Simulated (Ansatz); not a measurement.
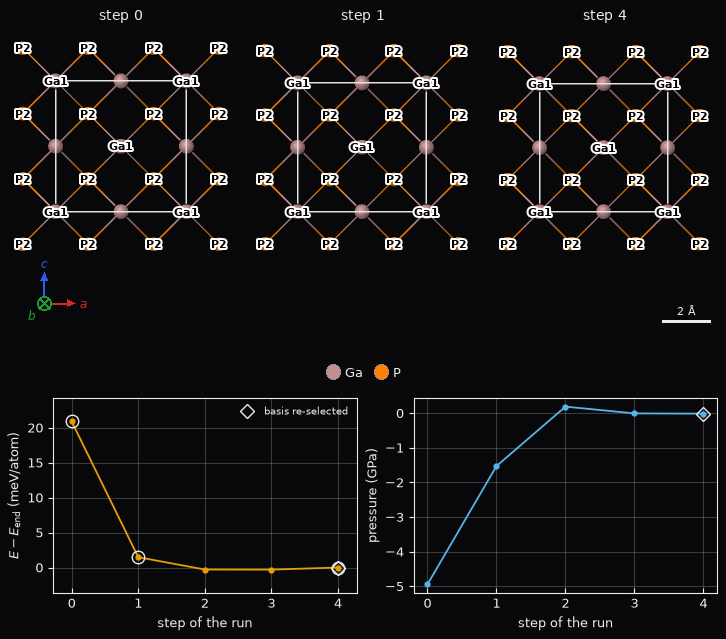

Frames of a relaxation of a crystal of GaP (built on the zincblende type), marked on the history of the run. The picture is a ball-and-stick view of the conventional cell (4 times the calculation's cell), seen along the b axis. Lengths and directions refer to the drawn axes.

The calculation used DFT, LDA, plane waves, PAW in Ansatz 0.2.0. Settings: plane-wave cutoff 420 eV; k-point mesh 8 × 8 × 8; occupations fermi dirac; smearing width 0.02 eV; no spin polarisation; cell and atoms relaxed; force threshold 0.005 eV/Å.

What happens along the run?

Over 3 accepted moves (4 points after the start) the energy falls by 20.9 meV per atom. All forces vanish by symmetry, so only the cell relaxes. Pressure: −4.94 GPa at the start and −0.01 GPa at the end. At 1 point the geometry stayed and the basis and grid were re-selected for the new cell (energy shift of 0.3 meV per atom at most each time). The atoms keep their places relative to the cell (all moves are under 0.005 Å). The volume changes by −6.1 %, with a = b = c 5.506 → 5.391 Å (−2.1 %). Some distances before and after: Ga1–P2 2.384 → 2.335 Å. The space group stays F-43m (No. 216). Cost: 3 s on 4 threads of Intel(R) Xeon(R) Platinum 8488C (Sapphire Rapids) (shared host), peak memory 0.46 GiB. From step 0 to 1: volume −4.4 %, energy −19.4 meV per atom. From step 1 to 4: volume −1.7 %, energy −1.5 meV per atom.
